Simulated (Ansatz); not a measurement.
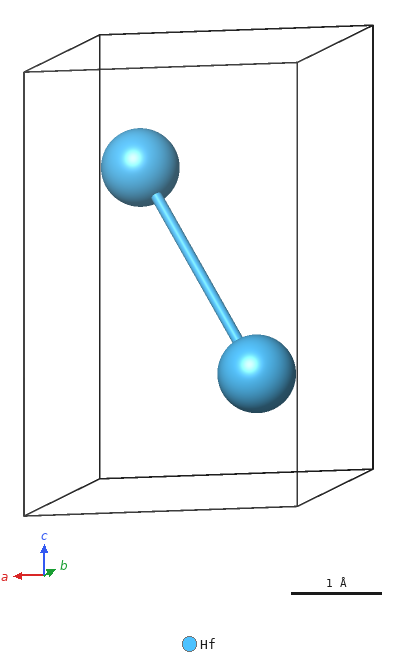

Phonons of crystalline Hf, at the zone centre. Style: ball-and-stick. Shown: the cell of the calculation, from a free direction.

Theory: Ansatz, DFT PBEsol, scalar-relativistic, plane waves, PAW. (plane-wave cutoff 420 eV; k-point mesh 18 × 18 × 8; occupations fermi dirac; smearing width 0.15 eV; no spin polarisation)

The frequencies depend somewhat on the k-mesh and the smearing.

Question: List the optical modes.

Answer: The calculation's cell holds 2 atoms, so there are 3 optical modes, in 2 levels. The optical modes span E₂g + B₁g. No level is unstable.

| level | symmetry | frequency (cm⁻¹) | activity |
| --- | --- | --- | --- |
| 1 | E₂g | 71 | Raman-active |
| 2 | B₁g | 112 | silent |

The modes drawn as arrows (one member of each degenerate set):

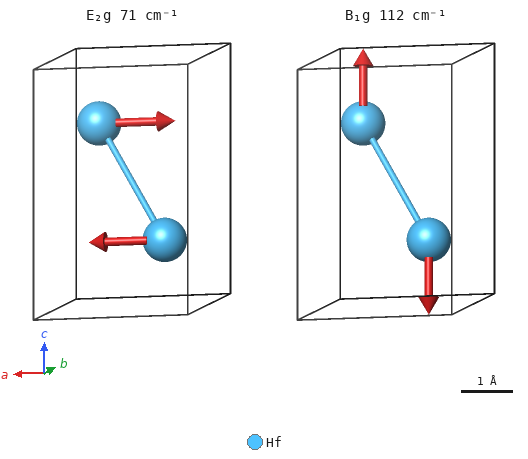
